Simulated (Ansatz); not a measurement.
The calculation's input:

```
crystal:
  lattice:
    - [4.086668, 0.0, 0.0]
    - [0.0, 4.086668, 0.0]
    - [0.0, 0.0, 4.086668]
  atoms:
    - { symbol: Ti, position: [0.5, 0.5, 0.0], spin: 0.17 }
    - { symbol: Ti, position: [0.0, 0.5, 0.5], spin: 0.17 }
    - { symbol: Ti, position: [0.5, 0.0, 0.5], spin: 0.17 }
    - { symbol: O, position: [0.0, 0.5, 0.0] }
    - { symbol: O, position: [0.5, 0.0, 0.0] }
    - { symbol: O, position: [0.0, 0.0, 0.5] }
basis:
  ecutwfc: 420
kpoints:
  mp_grid: { grid: [10, 10, 10] }
hamiltonian:
  xc: pbesol
scf:
  occupations: { method: gaussian, width: 0.1 }
output:
  forces: true
  stress: true
  eigenvalues: true
  populations: true
  write_density: true
  write_potential: true
  elf: true
  volumetric_format: npy
magnetization:
  spin_polarized: true
```

Run with:

```sh
ansatz run input.yaml --threads 1 --pin off --max-ram 2560MiB --backend cpu --events-out ev --progress --plain --runs-dir out
```

Below, planes, directions and counts refer to the conventional cell (a = 4.09 Å, b = 4.09 Å, c = 4.09 Å, α = 90.00°, β = 90.00°, γ = 90.00°).

Space group Pm-3m; a structure from a database of computed crystals, not necessarily the ambient phase; computed pressure about −8 GPa in this cell; the program warned that a starting moment wasn't kept; spin-polarised, but the moments vanished.

These are results of Ansatz 0.2.0, DFT PBEsol, scalar-relativistic, plane waves, PAW, not measurements.

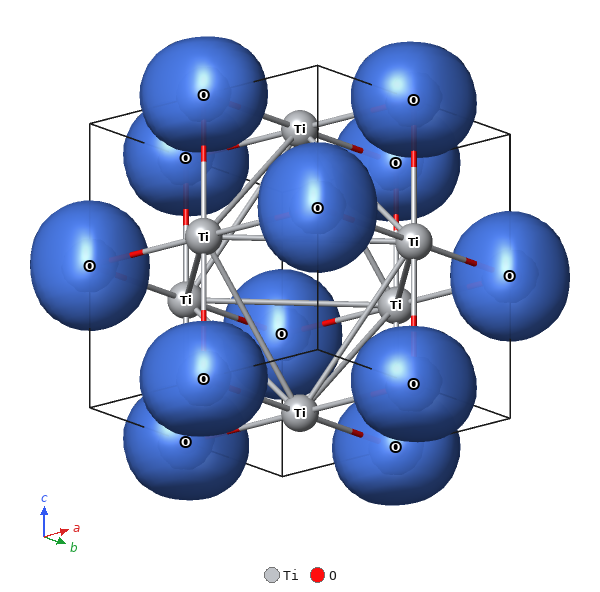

TiO. Isosurface of the ELF at 0.7 (blue), seen at an oblique angle. Core shells and regions of very low density are left out. Sticks mark near contacts.

In a PAW calculation such maps are meaningful between the atoms, not at the nuclei.

**Identify the bonds, lone pairs and shells in this picture.**

The surface consists of three regions wrapped around O (the valence shell of each), counted in one cell of 6 atoms. Regions shared between cells count once. Along the contacts the grid gives the following. Ti–O (2.04 Å): the ELF peaks at about 0.80 in the valence shell of O, 0.6 Å from its nucleus, and is about 0.15 at the midpoint: no localised pair shows between them. Ti–Ti (2.89 Å): the ELF is about 0.20 at the midpoint; no localised pair shows between them.
